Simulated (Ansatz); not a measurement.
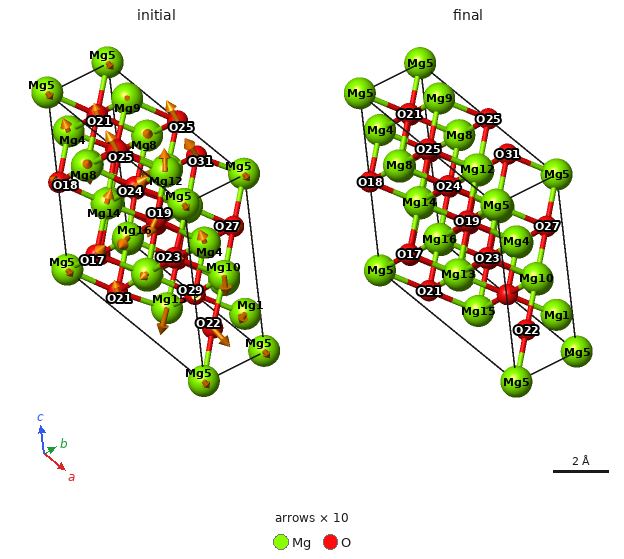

The structure of crystalline MgO (set up in P1) before (left) and after (right) a relaxation, at one scale. The orange arrows give the displacements, magnified 10 times.

A ball-and-stick model of the cell of the calculation, seen slightly off an axis.

Level of theory: DFT PBE, scalar-relativistic, plane waves, PAW (Ansatz).

Input file:
```yaml
crystal:
  lattice:
    - [-4.2535896561, -4.2535896561, -4.2535896561]
    - [-4.2535896561, 4.2535896561, 4.2535896561]
    - [4.2535896561, 4.2535896561, -4.2535896561]
  atoms:
    - { symbol: Mg, position: [0.0047578916, 0.7514802192, 0.2594873929] }
    - { symbol: Mg, position: [0.7440202629, 0.7439723041, 0.4989371457] }
    - { symbol: Mg, position: [0.5017516942, 0.7612815032, 0.7570031613] }
    - { symbol: Mg, position: [0.0030112193, 0.2519362308, 0.7448908375] }
    - { symbol: Mg, position: [0.9974592535, -0.0020338575, 0.0040298772] }
    - { symbol: Mg, position: [0.7416369355, -0.0079780729, 0.2436250793] }
    - { symbol: Mg, position: [0.502837508, -0.008156737, 0.5024445857] }
    - { symbol: Mg, position: [0.2472449002, 0.0020051153, 0.7465357324] }
    - { symbol: Mg, position: [0.2510502748, 0.7483196683, 0.0013807826] }
    - { symbol: Mg, position: [-0.0002126975, 0.5000670167, 0.5125353219] }
    - { symbol: Mg, position: [0.7603174918, 0.5075698732, 0.7562856395] }
    - { symbol: Mg, position: [0.7518463415, 0.2440257356, -0.0107013779] }
    - { symbol: Mg, position: [0.5032745821, 0.2566724272, 0.2554107619] }
    - { symbol: Mg, position: [0.2476526853, 0.2456606425, 0.4915623736] }
    - { symbol: Mg, position: [0.505330672, 0.5054855947, 0.0187824981] }
    - { symbol: Mg, position: [0.2504482127, 0.5147059298, 0.2552154007] }
    - { symbol: O, position: [0.2426372865, -0.0017157036, 0.2410845455] }
    - { symbol: O, position: [0.0069303214, 0.0013682737, 0.5024203046] }
    - { symbol: O, position: [0.7536760805, 0.010313334, 0.7621968009] }
    - { symbol: O, position: [0.2425497538, 0.4953119174, 0.7544085455] }
    - { symbol: O, position: [0.252131873, 0.2488191219, -0.0042246087] }
    - { symbol: O, position: [-0.0113526717, 0.2478019854, 0.2551070933] }
    - { symbol: O, position: [0.7438445668, 0.2469605413, 0.4981505256] }
    - { symbol: O, position: [0.4910087116, 0.2448055002, 0.7404723055] }
    - { symbol: O, position: [0.5061171997, 0.0021172133, -0.0074894355] }
    - { symbol: O, position: [0.2431270419, 0.7337604188, 0.4880295187] }
    - { symbol: O, position: [-0.0045468175, 0.7439343921, 0.7492215031] }
    - { symbol: O, position: [0.0111577465, 0.5061297528, 0.009594955] }
    - { symbol: O, position: [0.7506359929, 0.4950141008, 0.253476875] }
    - { symbol: O, position: [0.5031415786, 0.5019411819, 0.5083133836] }
    - { symbol: O, position: [0.7549003352, 0.756185428, -0.0071311739] }
    - { symbol: O, position: [0.5107787659, 0.7457790796, 0.2582641509] }
basis:
  ecutwfc: 420
  xc_grid: 2
kpoints:
  mp_grid: { grid: [2, 2, 2], shift: [0.5, 0.5, 0.5] }
hamiltonian:
  xc: pbe
scf:
  occupations: { method: gaussian, width: 0.02 }
output:
  forces: true
  stress: false
  eigenvalues: true
relax:
  adjacent_minimum: "off"
  f_tol: 0.03
  max_steps: 25
```

Run as
```bash
ansatz run input.yaml --threads 8 --pin off --max-ram 16384MiB --backend cpu --events-out ev --progress --plain --runs-dir out
```

Question: What changed between the two?

Answer: Mg15 moves most: 0.11 Å along [−1 −1 −3]. By element the largest moves are Mg 0.11 Å, O 0.10 Å. The cell stays as it was. Among the contacts that change: Mg16–O26 1.955 → 2.123 Å, Mg12–O19 1.968 → 2.124 Å, Mg16–O22 2.249 → 2.126 Å, Mg3–O25 2.008 → 2.124 Å. Among the angles between lasting bonds that change: Mg12–O22–Mg14 171.6° → 179.9°, O21–Mg15–O31 172.2° → 179.9°, O26–Mg3–O31 173.1° → 179.9°. The space group (tolerance 0.01 Å) goes from P1 (No. 1) to Fm-3m (No. 225). The energy falls by 0.922 eV per cell of the calculation in 2 accepted moves (3 points after the start). Largest force component: 1.4 eV/Å at the start, 0.018 eV/Å at the end. 1 step only repeated the SCF at the same geometry.
